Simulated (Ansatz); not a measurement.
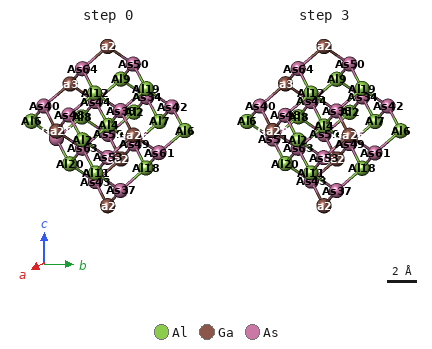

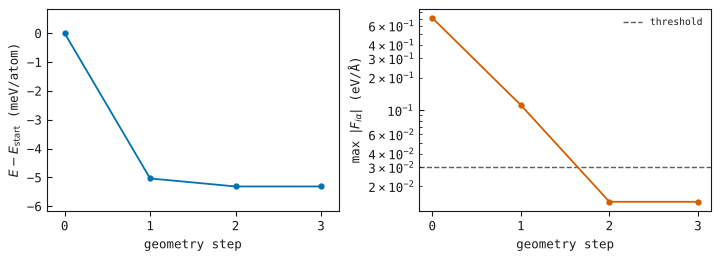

First and last geometry of a relaxation of crystalline Al20Ga12As32 (a generated structure, set up in P1), with the history of the run. A ball-and-stick model of the atoms within 5.8 Å of the atom that moves most (axes of the cell of the calculation), seen slightly off an axis.

The calculation used Ansatz 0.2.0, DFT, PBEsol, PAW, plane waves. Settings: plane-wave cutoff 420 eV; k-point mesh 1 × 1 × 1; mesh shifted by (0.25, 0.25, 0.25); no spin polarisation; cell relaxed at fixed shape; force threshold 0.03 eV/Å; at most 80 steps.

### Read the history and describe the run.

It converged. The atom that moves furthest is Al4 (0.068 Å roughly along [1 −1 −2]). Largest moves by element: Al 0.068 Å, As 0.062 Å, Ga 0.046 Å. The cell doesn't change. Near-neighbour distances that change, for instance: Al18–As49 2.386 → 2.453 Å, Al20–As51 2.515 → 2.454 Å, Al7–As42 2.408 → 2.460 Å, Al8–As51 2.412 → 2.455 Å. Among the angles between lasting bonds that change: Al4–As49–Al7 107.1° → 109.7°, As49–Al4–As63 107.3° → 109.6°. The space group stays P1 (No. 1). Over 3 geometry steps the energy falls by 5.3 meV per atom. The largest force component goes from 0.71 to 0.014 eV/Å. Pressure: 0.10 GPa at the start and 0.00 GPa at the end.
